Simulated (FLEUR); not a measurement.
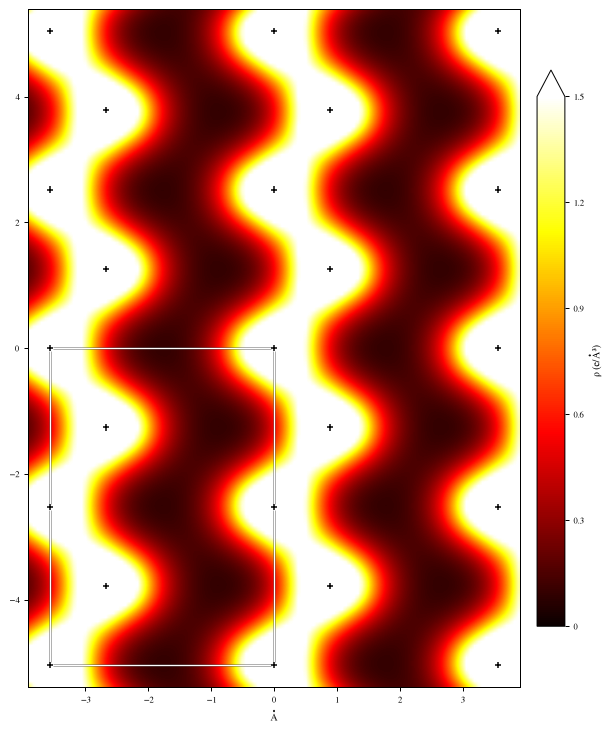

The total electron density on a plane through atoms (crosses mark nuclei in the plane).

Theory: Kohn-Sham DFT of a periodic cell, PBEsol, all-electron in FLEUR MaX-R8.1 (later development tree).

Candidates:
A. AlN, a = 4.37 Å, b = 4.37 Å, c = 4.37 Å, α = 90.00°, β = 90.00°, γ = 90.00°. Space group F-43m; a structure from a database of computed crystals, not necessarily the ambient phase.
B. Si, a = 5.44 Å, b = 5.44 Å, c = 5.44 Å, α = 90.00°, β = 90.00°, γ = 90.00°. Space group Fd-3m; a structure from a database of computed crystals, not necessarily the ambient phase.
C. C, a = 3.57 Å, b = 3.57 Å, c = 3.57 Å, α = 90.00°, β = 90.00°, γ = 90.00°. Space group Fd-3m.

Which candidate gave the map?

Answer. Candidate C: C on the (011) plane of the conventional cell, which holds C. C–C (1.54 Å): ρ at the midpoint is about 1.6 e/Å³.
